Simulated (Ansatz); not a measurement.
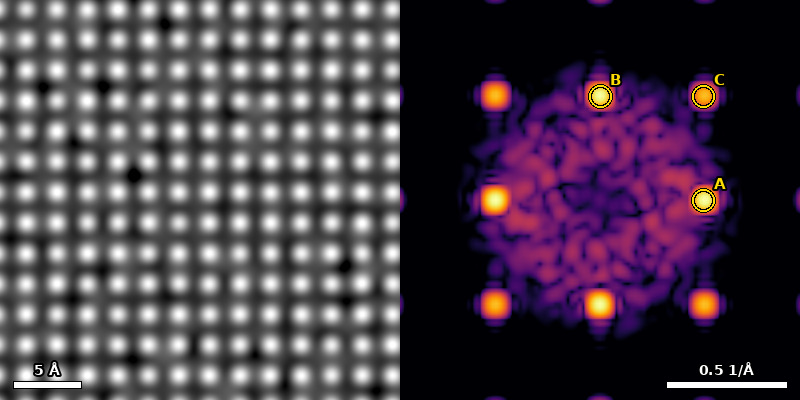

Z-contrast image of Al (Im-3m, No. 229) along [001]. Simulation: incoherent imaging, intensity Z^1.7 per atom, probe width 1.09 Å, thin sample. The display is stretched by a gamma of 0.65; percentages refer to the linear signal. The speckle of an amorphous layer was added. Structure: the input geometry of an electronic-structure calculation (not necessarily at equilibrium); the starting structure was generated, so it need not be a known form of this composition.

The right panel is the modulus of the image's Fourier transform on a logarithmic scale.

a = 3.236 Å, b = 3.236 Å, c = 3.236 Å, α = 90.00°, β = 90.00°, γ = 90.00°

Index the marked spots and give their plane spacings (the zone axis points at the viewer; indices equivalent by symmetry, or all signs reversed, are as good).

Answer. A: (-1 -1 0), d = 2.29 Å; B: (1 -1 0), d = 2.29 Å; C: (0 -2 0), d = 1.62 Å. A and B enclose 90°, and every spot obeys the zone law hu + kv + lw = 0 for [001].
